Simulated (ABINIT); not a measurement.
**Ti: geometry relaxation (part 2 of 3)**

Continued. System: Ti (2 atoms in the cell). Method: Kohn-Sham DFT of a periodic cell, LDA, JTH PAW LDA v2.0, no spin polarisation (ABINIT 10.8.3); cutoff 408.17 eV, 8×8×4 k-mesh, fermi-dirac of 0.05 eV. The structure derives from an entry of the Crystallography Open Database.

Geometry of the input (Å; fractional positions):
```
2.9500  0.0000  0.0000
-1.4750  2.5548  0.0000
0.0000  0.0000  4.6800
Ti 0.6667  0.3333  0.7500
Ti 0.3333  0.6667  0.2500
```

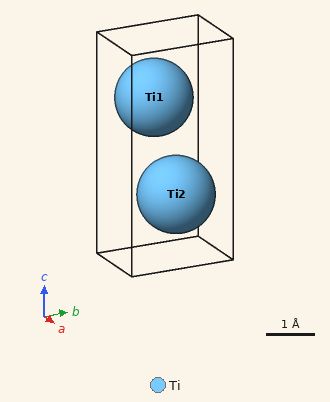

**Figure 1.** The starting structure (spheres-only view of the cell of the calculation, seen slightly off an axis; atoms are numbered from 1 in the order of the input). An atom can appear more than once, as a periodic image.

The program's output, continued:
```
---OUTPUT-----------------------------------------------------------------------

 Cartesian coordinates (xcart) [bohr]
  2.76085590584787E+00  1.59398090050180E+00  6.56235802845163E+00
 -3.30165806123108E-11  3.18796180100361E+00  2.18745267615054E+00
 Reduced coordinates (xred)
  6.66666666666667E-01  3.33333333333333E-01  7.50000000000000E-01
  3.33333333333333E-01  6.66666666666667E-01  2.50000000000000E-01
 Cartesian forces (fcart) [Ha/bohr]; max,rms= 7.31470E-29 4.87647E-29 (free atoms)
 -7.31470234674750E-29 -4.22314536886077E-29 -0.00000000000000E+00
  7.31470234674750E-29  4.22314536886077E-29 -0.00000000000000E+00
 Gradient of E wrt nuclear positions in reduced coordinates (gred)
  4.03896783473158E-28  1.11822932379625E-44  0.00000000000000E+00
 -4.03896783473158E-28 -1.11822932379625E-44 -0.00000000000000E+00
 Scale of Primitive Cell (acell) [bohr]
  5.52171181172876E+00  5.52171181190223E+00  8.74981070460217E+00
 Real space primitive translations (rprimd) [bohr]
  5.52171181172876E+00  0.00000000000000E+00  0.00000000000000E+00
 -2.76085590591391E+00  4.78194270150541E+00  0.00000000000000E+00
  0.00000000000000E+00  0.00000000000000E+00  8.74981070460217E+00
 Unitary Cell Volume (ucvol) [Bohr^3]=  2.31034459854605E+02
 Angles (23,13,12)= [degrees]
  9.00000000000000E+01  9.00000000000000E+01  1.19999999999554E+02
 Lengths [Bohr]
  5.52171181172876E+00  5.52171181190223E+00  8.74981070460217E+00
 Stress tensor in cartesian coordinates (strten) [Ha/bohr^3]
  2.19880664378148E-04  2.33918077634972E-13  0.00000000000000E+00
  2.33918077634972E-13  2.19880662756154E-04  0.00000000000000E+00
  0.00000000000000E+00  0.00000000000000E+00  2.53245571107501E-04
 Total energy (etotal) [Ha]= -1.17453887960379E+02

 Difference of energy with previous step (new-old):
           Absolute (Ha)=-1.97455E-03
           Relative     =-1.68115E-05

--- Iteration: ( 3/50) Internal Cycle: (1/1)
--------------------------------------------------------------------------------

---SELF-CONSISTENT-FIELD CONVERGENCE--------------------------------------------

--- !BeginCycle
iteration_state: {dtset: 1, itime: 3, icycle: 1, }
solver: {iscf: 17, nstep: 80, nline: 4, wfoptalg: 10, }
tolerances: {tolvrs: 1.00E-10, }
...

     iter   Etot(hartree)      deltaE(h)  residm     nres2
 ETOT  1  -117.51780460810    -1.175E+02 3.640E-01 1.783E+01
 ETOT  2  -117.47003926919     4.777E-02 7.865E-03 4.026E+00
 ETOT  3  -117.45526806466     1.477E-02 1.544E-03 8.700E-02
 ETOT  4  -117.45547183111    -2.038E-04 5.641E-05 1.554E-03
 ETOT  5  -117.45547412380    -2.293E-06 3.454E-05 4.742E-05
 ETOT  6  -117.45547407591     4.789E-08 1.017E-05 1.491E-06
 ETOT  7  -117.45547407609    -1.855E-10 6.588E-06 5.369E-08
 ETOT  8  -117.45547407623    -1.373E-10 6.859E-06 2.642E-09
 ETOT  9  -117.45547407624    -8.853E-12 4.874E-06 4.667E-10
 ETOT 10  -117.45547407624     1.307E-12 4.696E-06 2.139E-11

 At SCF step   10       nres2   =  2.14E-11 < tolvrs=  1.00E-10 =>converged.

 Cartesian components of stress tensor (hartree/bohr^3)
  sigma(1 1)= -3.04156400E-05  sigma(3 2)=  0.00000000E+00
  sigma(2 2)= -3.04156418E-05  sigma(3 1)=  0.00000000E+00
  sigma(3 3)= -1.94889688E-05  sigma(2 1)=  2.63296605E-13

--- !ResultsGS
iteration_state: {dtset: 1, itime: 3, icycle: 1, }
comment   : Summary of ground state results
lattice_vectors:
- [  5.4097213,   0.0000000,   0.0000000, ]
- [ -2.7048607,   4.6849561,   0.0000000, ]
- [  0.0000000,   0.0000000,   8.5451876, ]
lattice_lengths: [   5.40972,    5.40972,    8.54519, ]
lattice_angles: [ 90.000,  90.000, 120.000, ] # degrees, (23, 13, 12)
lattice_volume:   2.1657186E+02
convergence: {deltae:  1.307E-12, res2:  2.139E-11, residm:  4.696E-06, diffor: null, }
etotal    :  -1.17455474E+02
entropy   :   0.00000000E+00
fermie    :   3.08885199E-01
cartesian_stress_tensor: # hartree/bohr^3
- [ -3.04156400E-05,   2.63296605E-13,   0.00000000E+00, ]
- [  2.63296605E-13,  -3.04156418E-05,   0.00000000E+00, ]
- [  0.00000000E+00,   0.00000000E+00,  -1.94889688E-05, ]
pressure_GPa:   7.8770E-01
xred      :
- [  6.6667E-01,   3.3333E-01,   7.5000E-01, Ti]
- [  3.3333E-01,   6.6667E-01,   2.5000E-01, Ti]
cartesian_forces: # hartree/bohr
- [  2.48870972E-29,   7.18428614E-29,  -0.00000000E+00, ]
- [ -2.48870972E-29,  -7.18428614E-29,  -0.00000000E+00, ]
force_length_stats: {min:   7.60313379E-29, max:   7.60313379E-29, mean:   7.60313379E-29, }
...

 Integrated electronic density in atomic spheres:
 ------------------------------------------------
 Atom  Sphere_radius  Integrated_density
    1        2.30803         10.27246410
    2        2.30803         10.27246410

---OUTPUT-----------------------------------------------------------------------

 Cartesian coordinates (xcart) [bohr]
  2.70486067427041E+00  1.56165203847586E+00  6.40889067850519E+00
 -3.23468920116171E-11  3.12330407695173E+00  2.13629689283506E+00
 Reduced coordinates (xred)
  6.66666666666667E-01  3.33333333333333E-01  7.50000000000000E-01
  3.33333333333333E-01  6.66666666666667E-01  2.50000000000000E-01
 Cartesian forces (fcart) [Ha/bohr]; max,rms= 7.18429E-29 4.38967E-29 (free atoms)
  2.48870972241905E-29  7.18428614063520E-29 -0.00000000000000E+00
 -2.48870972241905E-29 -7.18428614063520E-29 -0.00000000000000E+00
 Gradient of E wrt nuclear positions in reduced coordinates (gred)
 -1.34632261157719E-28 -2.69264522315439E-28 -0.00000000000000E+00
  1.34632261157719E-28  2.69264522315439E-28  0.00000000000000E+00
 Scale of Primitive Cell (acell) [bohr]
  5.40972134857316E+00  5.40972134874311E+00  8.54518757134026E+00
 Real space primitive translations (rprimd) [bohr]
  5.40972134857316E+00  0.00000000000000E+00  0.00000000000000E+00
 -2.70486067433510E+00  4.68495611542759E+00  0.00000000000000E+00
  0.00000000000000E+00  0.00000000000000E+00  8.54518757134026E+00
 Unitary Cell Volume (ucvol) [Bohr^3]=  2.16571858161252E+02
 Angles (23,13,12)= [degrees]
  9.00000000000000E+01  9.00000000000000E+01  1.19999999999554E+02
 Lengths [Bohr]
  5.40972134857316E+00  5.40972134874311E+00  8.54518757134026E+00
 Stress tensor in cartesian coordinates (strten) [Ha/bohr^3]
 -3.04156399609373E-05  2.63296604906759E-13  0.00000000000000E+00
  2.63296604906759E-13 -3.04156417866366E-05  0.00000000000000E+00
  0.00000000000000E+00  0.00000000000000E+00 -1.94889687949382E-05
 Total energy (etotal) [Ha]= -1.17455474076239E+02

 Difference of energy with previous step (new-old):
           Absolute (Ha)=-1.58612E-03
           Relative     =-1.35041E-05

--- Iteration: ( 4/50) Internal Cycle: (1/1)
--------------------------------------------------------------------------------

---SELF-CONSISTENT-FIELD CONVERGENCE--------------------------------------------

--- !BeginCycle
iteration_state: {dtset: 1, itime: 4, icycle: 1, }
solver: {iscf: 17, nstep: 80, nline: 4, wfoptalg: 10, }
tolerances: {tolvrs: 1.00E-10, }
...

     iter   Etot(hartree)      deltaE(h)  residm     nres2
 ETOT  1  -117.45608393089    -1.175E+02 5.647E-05 1.530E-01
 ETOT  2  -117.45558505472     4.989E-04 1.069E-05 2.826E-02
 ETOT  3  -117.45548992955     9.513E-05 2.420E-05 6.614E-04
 ETOT  4  -117.45549129566    -1.366E-06 6.857E-07 2.844E-05
 ETOT  5  -117.45549130127    -5.612E-09 4.566E-07 4.687E-07
 ETOT  6  -117.45549130300    -1.728E-09 3.202E-07 2.813E-08
 ETOT  7  -117.45549130297     3.706E-11 2.686E-07 1.037E-09
 ETOT  8  -117.45549130297    -3.112E-12 1.959E-07 1.904E-11

 At SCF step    8       nres2   =  1.90E-11 < tolvrs=  1.00E-10 =>converged.

 Cartesian components of stress tensor (hartree/bohr^3)
  sigma(1 1)= -2.72917041E-06  sigma(3 2)=  0.00000000E+00
  sigma(2 2)= -2.72917221E-06  sigma(3 1)=  0.00000000E+00
  sigma(3 3)=  9.12260287E-06  sigma(2 1)=  2.60278636E-13

--- !ResultsGS
iteration_state: {dtset: 1, itime: 4, icycle: 1, }
comment   : Summary of ground state results
lattice_vectors:
- [  5.4212377,   0.0000000,   0.0000000, ]
- [ -2.7106188,   4.6949295,   0.0000000, ]
- [  0.0000000,   0.0000000,   8.5628409, ]
lattice_lengths: [   5.42124,    5.42124,    8.56284, ]
lattice_angles: [ 90.000,  90.000, 120.000, ] # degrees, (23, 13, 12)
lattice_volume:   2.1794424E+02
convergence: {deltae: -3.112E-12, res2:  1.904E-11, residm:  1.959E-07, diffor: null, }
etotal    :  -1.17455491E+02
entropy   :   0.00000000E+00
fermie    :   3.06361871E-01
cartesian_stress_tensor: # hartree/bohr^3
- [ -2.72917041E-06,   2.60278636E-13,   0.00000000E+00, ]
- [  2.60278636E-13,  -2.72917221E-06,   0.00000000E+00, ]
- [  0.00000000E+00,   0.00000000E+00,   9.12260287E-06, ]
pressure_GPa:  -3.5935E-02
xred      :
- [  6.6667E-01,   3.3333E-01,   7.5000E-01, Ti]
- [  3.3333E-01,   6.6667E-01,   2.5000E-01, Ti]
cartesian_forces: # hartree/bohr
- [ -9.93369184E-29,  -5.73521966E-29,  -0.00000000E+00, ]
- [  9.93369184E-29,   5.73521966E-29,  -0.00000000E+00, ]
force_length_stats: {min:   1.14704393E-28, max:   1.14704393E-28, mean:   1.14704393E-28, }
...

 Integrated electronic density in atomic spheres:
 ------------------------------------------------
 Atom  Sphere_radius  Integrated_density
    1        2.30803         10.26755041
    2        2.30803         10.26755041

---OUTPUT-----------------------------------------------------------------------

 Cartesian coordinates (xcart) [bohr]
  2.71061883767039E+00  1.56497651566502E+00  6.42213065033988E+00
 -3.24158000671070E-11  3.12995303133004E+00  2.14071021677996E+00
 Reduced coordinates (xred)
  6.66666666666667E-01  3.33333333333333E-01  7.50000000000000E-01
  3.33333333333333E-01  6.66666666666667E-01  2.50000000000000E-01
 Cartesian forces (fcart) [Ha/bohr]; max,rms= 9.93369E-29 6.62246E-29 (free atoms)
 -9.93369184083607E-29 -5.73521965825044E-29 -0.00000000000000E+00
  9.93369184083607E-29  5.73521965825044E-29 -0.00000000000000E+00
 Gradient of E wrt nuclear positions in reduced coordinates (gred)
  5.38529044630877E-28 -2.14299833603395E-45  0.00000000000000E+00
 -5.38529044630877E-28  2.14299833603395E-45 -0.00000000000000E+00
 Scale of Primitive Cell (acell) [bohr]
  5.42123767537319E+00  5.42123767554349E+00  8.56284086711984E+00
 Real space primitive translations (rprimd) [bohr]
  5.42123767537319E+00  0.00000000000000E+00  0.00000000000000E+00
 -2.71061883773522E+00  4.69492954699505E+00  0.00000000000000E+00
  0.00000000000000E+00  0.00000000000000E+00  8.56284086711984E+00
 Unitary Cell Volume (ucvol) [Bohr^3]=  2.17944242439857E+02
 Angles (23,13,12)= [degrees]
  9.00000000000000E+01  9.00000000000000E+01  1.19999999999554E+02
 Lengths [Bohr]
  5.42123767537319E+00  5.42123767554349E+00  8.56284086711984E+00
 Stress tensor in cartesian coordinates (strten) [Ha/bohr^3]
 -2.72917040611623E-06  2.60278636124600E-13  0.00000000000000E+00
  2.60278636124600E-13 -2.72917221085314E-06  0.00000000000000E+00
  0.00000000000000E+00  0.00000000000000E+00  9.12260287080566E-06
 Total energy (etotal) [Ha]= -1.17455491302968E+02

 Difference of energy with previous step (new-old):
           Absolute (Ha)=-1.72267E-05
           Relative     =-1.46666E-07

--- Iteration: ( 5/50) Internal Cycle: (1/1)
--------------------------------------------------------------------------------

---SELF-CONSISTENT-FIELD CONVERGENCE--------------------------------------------

--- !BeginCycle
iteration_state: {dtset: 1, itime: 5, icycle: 1, }
solver: {iscf: 17, nstep: 80, nline: 4, wfoptalg: 10, }
tolerances: {tolvrs: 1.00E-10, }
...

     iter   Etot(hartree)      deltaE(h)  residm     nres2
 ETOT  1  -117.45549346544    -1.175E+02 5.922E-07 4.373E-04
 ETOT  2  -117.45549213014     1.335E-06 2.229E-07 4.858E-05
 ETOT  3  -117.45549198084     1.493E-07 1.037E-07 2.131E-06
 ETOT  4  -117.45549197830     2.540E-09 1.269E-07 6.469E-08
 ETOT  5  -117.45549197847    -1.758E-10 2.291E-08 1.886E-09
 ETOT  6  -117.45549197848    -8.640E-12 8.738E-08 5.453E-10
 ETOT  7  -117.45549197848     1.293E-12 1.979E-08 1.531E-11

 At SCF step    7       nres2   =  1.53E-11 < tolvrs=  1.00E-10 =>converged.

 Cartesian components of stress tensor (hartree/bohr^3)
  sigma(1 1)= -3.30836775E-06  sigma(3 2)=  0.00000000E+00
  sigma(2 2)= -3.30836956E-06  sigma(3 1)=  0.00000000E+00
  sigma(3 3)=  6.85882343E-06  sigma(2 1)=  2.60393200E-13

--- !ResultsGS
iteration_state: {dtset: 1, itime: 5, icycle: 1, }
comment   : Summary of ground state results
lattice_vectors:
- [  5.4213972,   0.0000000,   0.0000000, ]
- [ -2.7106986,   4.6950677,   0.0000000, ]
- [  0.0000000,   0.0000000,   8.5601999, ]
lattice_lengths: [   5.42140,    5.42140,    8.56020, ]
lattice_angles: [ 90.000,  90.000, 120.000, ] # degrees, (23, 13, 12)
lattice_volume:   2.1788985E+02
convergence: {deltae:  1.293E-12, res2:  1.531E-11, residm:  1.979E-08, diffor: null, }
etotal    :  -1.17455492E+02
entropy   :   0.00000000E+00
fermie    :   3.06466914E-01
cartesian_stress_tensor: # hartree/bohr^3
- [ -3.30836775E-06,   2.60393200E-13,   0.00000000E+00, ]
- [  2.60393200E-13,  -3.30836956E-06,   0.00000000E+00, ]
- [  0.00000000E+00,   0.00000000E+00,   6.85882343E-06, ]
pressure_GPa:  -2.3741E-03
xred      :
- [  6.6667E-01,   3.3333E-01,   7.5000E-01, Ti]
- [  3.3333E-01,   6.6667E-01,   2.5000E-01, Ti]
cartesian_forces: # hartree/bohr
- [ -9.93339951E-29,  -5.73505088E-29,   6.14363305E-32, ]
- [  9.93339951E-29,   5.73505088E-29,  -6.14363305E-32, ]
force_length_stats: {min:   1.14701034E-28, max:   1.14701034E-28, mean:   1.14701034E-28, }
...

 Integrated electronic density in atomic spheres:
 ------------------------------------------------
 Atom  Sphere_radius  Integrated_density
    1        2.30803         10.26741528
    2        2.30803         10.26741528

---OUTPUT-----------------------------------------------------------------------

 Cartesian coordinates (xcart) [bohr]
  2.71069860809652E+00  1.56502257114202E+00  6.42014991991992E+00
 -3.24167622633471E-11  3.13004514228405E+00  2.14004997330664E+00
 Reduced coordinates (xred)
  6.66666666666667E-01  3.33333333333333E-01  7.50000000000000E-01
  3.33333333333333E-01  6.66666666666667E-01  2.50000000000000E-01
 Cartesian forces (fcart) [Ha/bohr]; max,rms= 9.93340E-29 6.62227E-29 (free atoms)
 -9.93339951219839E-29 -5.73505088223279E-29  6.14363305421730E-32
  9.93339951219839E-29  5.73505088223279E-29 -6.14363305421730E-32
 Gradient of E wrt nuclear positions in reduced coordinates (gred)
  5.38529044630877E-28  6.19953055364756E-44 -5.25907270147341E-31
 -5.38529044630877E-28 -6.19953055364756E-44  5.25907270147341E-31
 Scale of Primitive Cell (acell) [bohr]
  5.42139721622546E+00  5.42139721639578E+00  8.56019989322657E+00
 Real space primitive translations (rprimd) [bohr]
  5.42139721622546E+00  0.00000000000000E+00  0.00000000000000E+00
 -2.71069860816136E+00  4.69506771342607E+00  0.00000000000000E+00
  0.00000000000000E+00  0.00000000000000E+00  8.56019989322657E+00
 Unitary Cell Volume (ucvol) [Bohr^3]=  2.17889847437752E+02
 Angles (23,13,12)= [degrees]
  9.00000000000000E+01  9.00000000000000E+01  1.19999999999554E+02
 Lengths [Bohr]
  5.42139721622546E+00  5.42139721639578E+00  8.56019989322657E+00
 Stress tensor in cartesian coordinates (strten) [Ha/bohr^3]
 -3.30836775165252E-06  2.60393200213695E-13  0.00000000000000E+00
  2.60393200213695E-13 -3.30836955726721E-06  0.00000000000000E+00
  0.00000000000000E+00  0.00000000000000E+00  6.85882343242489E-06
 Total energy (etotal) [Ha]= -1.17455491978480E+02

 Difference of energy with previous step (new-old):
           Absolute (Ha)=-6.75512E-07
           Relative     =-5.75122E-09

--- Iteration: ( 6/50) Internal Cycle: (1/1)
--------------------------------------------------------------------------------

---SELF-CONSISTENT-FIELD CONVERGENCE--------------------------------------------

--- !BeginCycle
iteration_state: {dtset: 1, itime: 6, icycle: 1, }
solver: {iscf: 17, nstep: 80, nline: 4, wfoptalg: 10, }
tolerances: {tolvrs: 1.00E-10, }
...

     iter   Etot(hartree)      deltaE(h)  residm     nres2
 ETOT  1  -117.45550900264    -1.175E+02 2.802E-04 5.553E-03
 ETOT  2  -117.45549398573     1.502E-05 7.658E-06 2.236E-04
 ETOT  3  -117.45549353117     4.546E-07 9.031E-07 1.996E-05
 ETOT  4  -117.45549348528     4.589E-08 1.356E-07 6.044E-07
 ETOT  5  -117.45549348665    -1.373E-09 3.257E-08 2.346E-08
 ETOT  6  -117.45549348669    -4.320E-11 2.018E-08 3.009E-09
 ETOT  7  -117.45549348669     1.677E-12 2.269E-08 8.590E-11

 At SCF step    7       nres2   =  8.59E-11 < tolvrs=  1.00E-10 =>converged.

 Cartesian components of stress tensor (hartree/bohr^3)
  sigma(1 1)= -2.02133539E-06  sigma(3 2)=  0.00000000E+00
  sigma(2 2)= -2.02133720E-06  sigma(3 1)=  0.00000000E+00
  sigma(3 3)= -3.85972682E-07  sigma(2 1)=  2.60559572E-13
```
